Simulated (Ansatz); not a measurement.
# Does disorder add resistance in series? Au(111) layers with 25 % Pt

Two lengths of the disordered region are known. What area resistance does the third give?

Set-up. Ansatz 0.2.0, plane waves with PAW datasets at their recommended cutoffs (420 eV for most), Fermi-Dirac smearing; ballistic transmission by layer matching. The area resistance is RA = A (h/2e²)(1/T − 1/N), with T the zone-mean transmission per spin and N the lead's channels, both averaged over a few energies near the Fermi level; for magnets each spin is taken apart, with h/e², and the two conduct in parallel. Lateral cell 2x2, PBE, a fresh random draw for each length.

The runs, with one result withheld:

```
length (Å)  channels N  RA (fΩ m²)
      9.42       3.190       0.388
      18.8       3.210       0.628
      28.3       3.210           ?
```

Worked fit:

Ohm's law makes RA linear in the length: the slope is (0.628 − 0.388)/(18.8 − 9.42) = 0.0254 fΩ m² per Å, or 25 µΩ cm. Then 0.628 + 0.0254 × 9.42. Predicted: 0.867 fΩ m².

**The withheld run.**

1.06 fΩ m², so the prediction is 18 % too low. The three lengths together give 36 µΩ cm. Single draws scatter; these runs don't part the causes of the miss, and leave the question open.

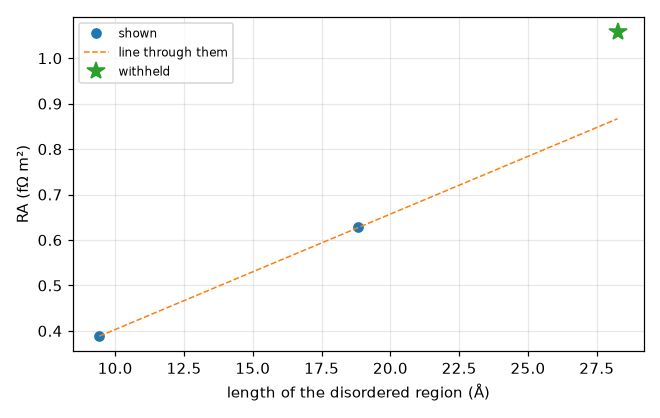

Area resistance against length.

Caveats: The scatterers repeat sideways with the small cell. The slope is a raw one; a model of isotropic scattering puts it 1.03 times the bulk value over these lengths. Atoms sit unrelaxed on the host's lattice, and the pair may not mix at random in practice. Spin-orbit coupling is left out, which matters for Au and Pt.

[Logs are printed without paths, hosts, clocks, repeated set-up lines and the standing remarks that a program may print on its own settings, such as how far it seeks lower states.]
